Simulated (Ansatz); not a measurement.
Input

```
crystal:
  lattice:
    - [0.0, 0.0, 5.2932739949]
    - [6.5589720385, 0.0, 0.0]
    - [-3.2794860193, 5.6802364081, 0.0]
  atoms:
    - { symbol: Zn, position: [0.5041271601, 0.1711964725, 0.3464965473] }
    - { symbol: Zn, position: [0.5046852097, 0.1658741916, 0.828159689] }
    - { symbol: Zn, position: [0.5050621755, 0.6644282332, 0.3463996] }
    - { symbol: Zn, position: [0.4999685892, 0.6666666667, 0.8333333333] }
    - { symbol: Zn, position: [1.0042292292, 0.3318466238, 0.1606947159] }
    - { symbol: Zn, position: [0.9999685892, 0.3333333333, 0.6666666667] }
    - { symbol: Zn, position: [0.9999685892, 0.8333333333, 0.1666666667] }
    - { symbol: Zn, position: [0.9999685892, 0.8333333333, 0.6666666667] }
    - { symbol: O, position: [0.3790414108, 0.3333333333, 0.6666666667] }
    - { symbol: O, position: [0.3790414108, 0.8333333333, 0.1666666667] }
    - { symbol: O, position: [0.3790414108, 0.8333333333, 0.6666666667] }
    - { symbol: O, position: [0.8790414108, 0.1666666667, 0.3333333333] }
    - { symbol: O, position: [0.8790414108, 0.1666666667, 0.8333333333] }
    - { symbol: O, position: [0.8790414108, 0.6666666667, 0.3333333333] }
    - { symbol: O, position: [0.8790414108, 0.6666666667, 0.8333333333] }
  host:
    lattice:
      - [3.2794860193, 0.0, 0.0]
      - [-1.6397430096, 2.840118204, 0.0]
      - [0.0, 0.0, 5.2932739949]
    atoms:
      - { symbol: Zn, position: [0.3333333333, 0.6666666667, 0.4999685892] }
      - { symbol: Zn, position: [0.6666666667, 0.3333333333, -3.14108e-05] }
      - { symbol: O, position: [0.6666666667, 0.3333333333, 0.3790414108] }
      - { symbol: O, position: [0.3333333333, 0.6666666667, 0.8790414108] }
basis:
  ecutwfc: 420
  xc_grid: 2
kpoints:
  mp_grid: { grid: [3, 3, 3], shift: [0.0, 0.0, 0.0] }
hamiltonian:
  xc: pbe
scf:
  occupations: { method: gaussian, width: 0.01 }
output:
  forces: true
  stress: false
  eigenvalues: true
  charged_corrections:
    defect_position: [0.37904141, 0.33333333, 0.16666667]
    epsilon: [[10.5576, 0.0, 0.0], [0.0, 10.5576, 0.0], [0.0, 0.0, 11.5842]]
  write_density: true
  write_potential: true
  elf: true
  volumetric_format: npy
relax:
  adjacent_minimum: "off"
  f_tol: 0.025
  max_steps: 45
```

Run with:

```sh
ansatz run input.yaml --threads 2 --pin off --max-ram 5120MiB --backend cpu --events-out ev --progress --plain --runs-dir out
```

The fields are those of the relaxed geometry.

The calculation used DFT PBE, scalar-relativistic, plane waves, PAW in Ansatz 0.2.0.

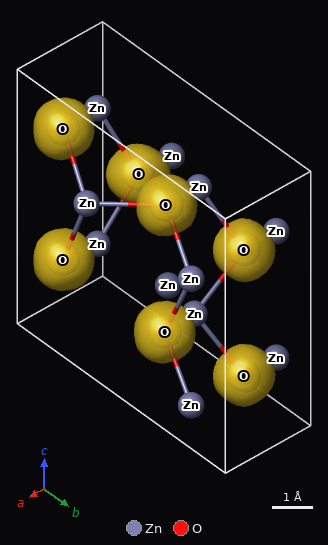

Zn₈O₇ (cell with a defect). Isosurface of the electron localisation function at 0.75 (yellow), seen slightly off an axis. Only the valence region is drawn (cores and ρ < 0.01 e/Å³ removed). Sticks mark near contacts.

Describe the localisation domains.

Answer. The ELF exceeds this value in seven regions wrapped around O (the valence shell of each), counted in one cell of 15 atoms. Any copies at cell faces, edges or corners count once. Along the contacts the grid gives the following. Zn–O (2.00 Å): the ELF peaks at about 0.85 in the valence shell of O, 0.6 Å from its nucleus, and is about 0.25 at the midpoint: no shared electron pair shows on this line. Zn–O (2.04 Å): the ELF peaks at about 0.85 in the valence shell of O, 0.6 Å from its nucleus, and is about 0.25 at the midpoint; no shared electron pair shows on this line.
